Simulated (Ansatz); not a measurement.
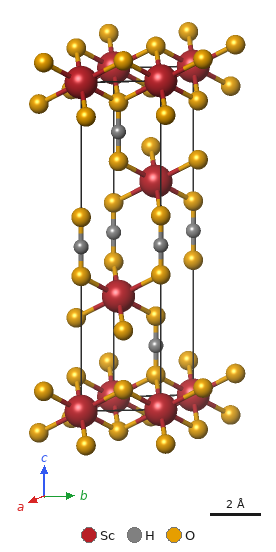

Reference structure: solid ScHO₂ (built on the database structure type). A ball-and-stick model of the conventional cell (3 times the calculation's cell), seen slightly off an axis. Lengths and directions refer to the drawn axes.

Theory: DFT, r2SCAN, plane waves, PAW (Ansatz). Set-up: plane-wave cutoff 500 eV; k-point mesh 10 × 10 × 10; occupations fixed; no spin polarisation.

Change: The cell is strained by −1.6 % along c and +3.4 % across it (volume +5.2 %) and the O atoms are displaced by 0.02 Å relative to the cell: O4 0.02 Å along −c. No relaxation follows.

Input
```yaml
crystal:
  lattice:
    - [1.6554293309, 0.9557625698, 4.4038421139]
    - [-1.6554293309, 0.9557625698, 4.4038421139]
    - [0.0, -1.9115251396, 4.4038421139]
  atoms:
    - { symbol: Sc, position: [0.0, 0.0, 0.0] }
    - { symbol: H, position: [0.5, 0.5, 0.5] }
    - { symbol: O, position: [0.591472584, 0.591472584, 0.591472584] }
    - { symbol: O, position: [0.408527416, 0.408527416, 0.408527416] }
kpoints:
  mp_grid: { grid: [10, 10, 10] }
  band_path:
    path:
      - [0.0, 0.0, 0.0]
      - [0.5, 0.5, 0.5]
      - [0.8048449209, 0.1951550791, 0.5]
      - [0.5, -0.1951550791, 0.1951550791]
      - [0.5, 0.0, 0.0]
      - [0.3475775396, -0.3475775396, 0.0]
      - [0.6524224604, 0.0, 0.3475775396]
      - [0.5, 0.0, 0.5]
      - [0.1, -0.2, -0.2]
      - [-0.130208, 0.0, 0.130208]
      - [0.0, 0.5, 0.5]
    npoints: 1
hamiltonian:
  xc: r2scan
scf:
  occupations: { method: fixed }
  n_extra_bands: 5
output:
  forces: true
  stress: true
  eigenvalues: true
```

Run as
```bash
ansatz run input.yaml --threads 4 --pin off --max-ram 4608MiB --backend cpu --events-out ev --progress --plain --runs-dir out
```

### What is the effect?

Near-neighbour distances before and after: O–Sc 2.118 → 2.154 Å. The space group stays R-3m (No. 166). It costs 18.5 meV per atom. The pressure goes from 1.0 to −5.8 GPa. The principal stresses (compression positive) are 0.8 GPa along c and −9.1 GPa across it. The largest forces, 0.011 eV/Å, act on O3 and O4. The band gap: 4.53 eV before, 4.39 eV after.

The changed structure in the same view:

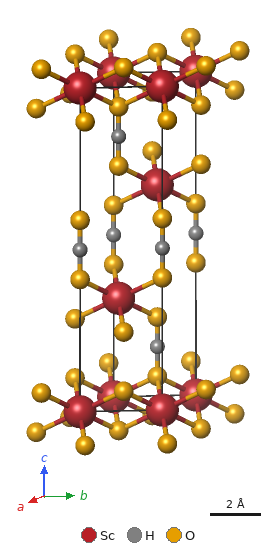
